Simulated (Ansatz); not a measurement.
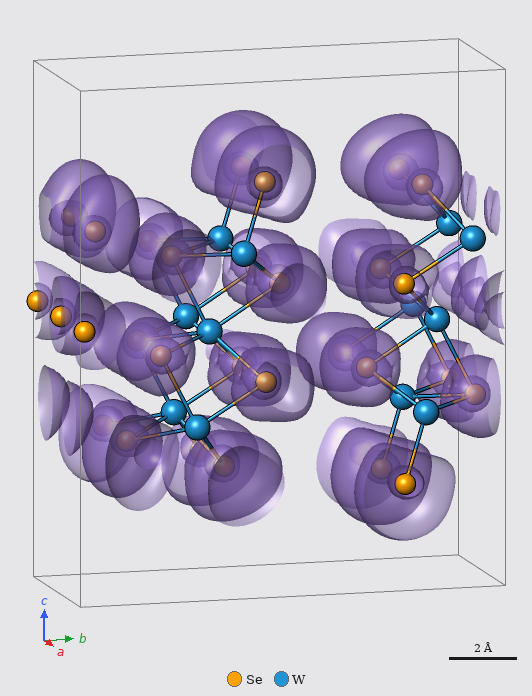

W₃Se₇ (slab). Isosurface of the electron localisation function at 0.65 (purple), seen slightly off an axis. Core shells and regions of very low density are left out. Sticks mark near contacts.

Level of theory: DFT PBEsol, scalar-relativistic, plane waves, PAW in Ansatz.

```
CELL_PARAMETERS angstrom
3.27115 0.00000 0.00000
-1.63558 13.52078 0.00000
0.00000 0.00000 23.54984
ATOMIC_POSITIONS crystal
Se 0.19121 0.38246 0.32134
Se 0.88546 0.77057 0.30096
Se 0.07962 0.15934 0.35826
W 0.64710 0.29427 0.38311
W 0.90932 0.81858 0.39339
Se 0.47891 0.95769 0.40405
Se 0.72589 0.45176 0.43911
Se 0.35462 0.70914 0.44345
Se 0.60529 0.21062 0.47752
W 0.17463 0.34926 0.49677
W 0.43512 0.87023 0.50323
Se 0.00446 0.00888 0.52248
Se 0.25513 0.51035 0.55655
Se 0.88386 0.76773 0.56089
Se 0.13084 0.26181 0.59595
W 0.70043 0.40091 0.60661
W 0.96265 0.92523 0.61689
Se 0.53013 0.06016 0.64174
Se 0.72428 0.44891 0.69905
Se 0.41854 0.83704 0.67866
```

Describe the localisation domains.

Answer. The surface consists of two rings or bowls of non-bonding electrons around Se and twelve regions wrapped around Se (the valence shell of each), counted in one cell of 20 atoms. Counts are for one cell; the picture repeats the cell along the surface. Along the contacts the grid gives the following. W–Se (2.27 Å): the ELF is about 0.50 at the midpoint. W–Se (2.49 Å): the ELF is about 0.55 at the midpoint.

Metal or insulator at this level of theory?

Answer. It is metallic or semimetallic at this level of theory: no gap opens.
